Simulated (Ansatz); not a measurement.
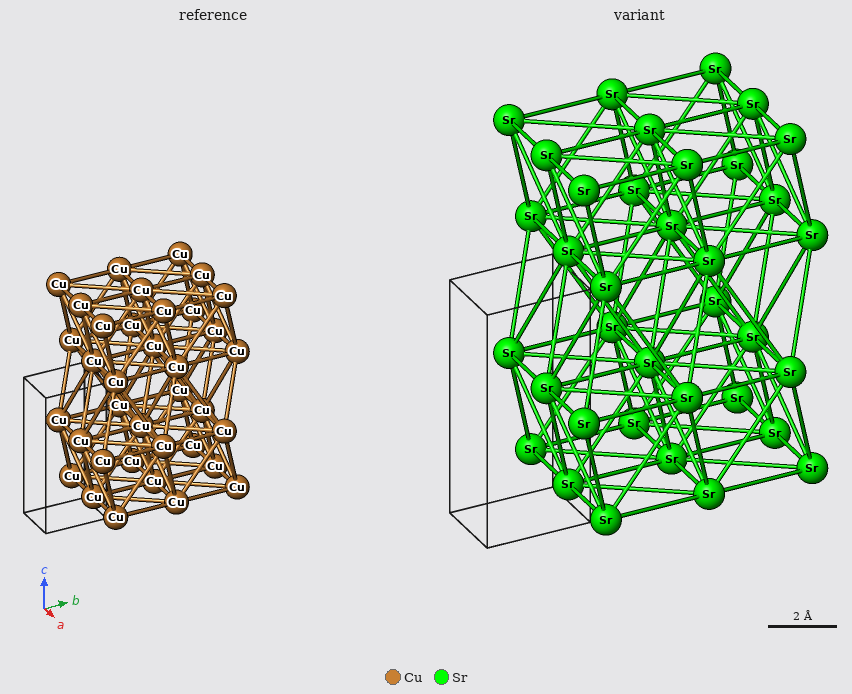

Left: a crystal of Cu (set up in P6_3/mmc). Right: the same structure after one change, at the same scale. A ball-and-stick model of the cell of the calculation, repeated 3 × 3 × 2 with one cell outlined, seen slightly off an axis.

The calculation used DFT r2SCAN, scalar-relativistic, plane waves, PAW (Ansatz). (plane-wave cutoff 500 eV; occupations gaussian; smearing width 0.1 eV; no spin polarisation) The k-mesh is chosen for each cell (18×18×10, 12×12×6).

What was changed?

Every copper atom is replaced by strontium, which gives Sr. Cell and atoms are relaxed again (to zero pressure within 0.1 GPa, forces under 0.01 eV/Å).

How do the computed properties respond?

The volume per atom goes from 11.45 to 56.79 Å³. Both are metals. The volume changes by +396.0 %, with a = b 2.531 → 4.298 Å (+69.8 %), c 4.130 → 7.100 Å (+71.9 %). The space group stays P6_3/mmc (No. 194).
